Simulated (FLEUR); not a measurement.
System: TiC, space group Fm-3m (No. 225).

The given structure:
```
Ti C
1.0
     0.00000    2.16572    2.16572
     2.16572    0.00000    2.16572
     2.16572    2.16572    0.00000
Ti C
1 1
Direct
  0.00000 0.00000 0.00000
  0.50000 0.50000 0.50000
```

How it was computed, with FLEUR MaX-R8.1 (later development tree): all-electron LAPW DFT, no spin polarisation; energies at scaled volumes of the given cell, shape and fractions fixed, counted from the fit's minimum, third-order Birch-Murnaghan fit. Level: PBEsol.

k mesh 11×11×11; occupations Fermi–Dirac; smearing width 0.05 eV; potentials all electron; program settings basis FLAPW, kmax 4.71 1/bohr.

What does the calculation give for the energy against volume? The volume takes the values 9.55, 9.75, 9.95, 10.16, 10.36, 10.56, 10.77 Å³/atom.

A third-order Birch–Murnaghan fit gives V0 = 9.89 Å³/atom, B0 = 268 GPa and B′ = 4.0. The energy is 10.55 meV/atom at volume 9.55 Å³/atom and 56.23 meV/atom at 10.77 Å³/atom; the lowest computed point is at volume 9.95 Å³/atom (0.34 meV/atom), in a single well.

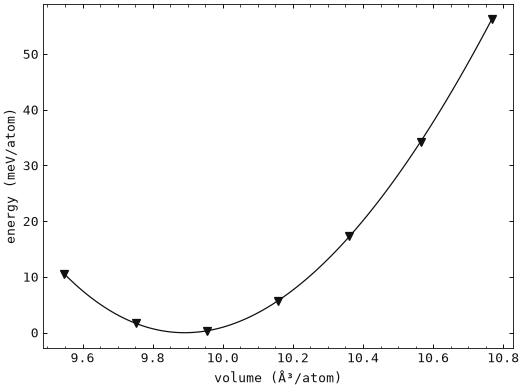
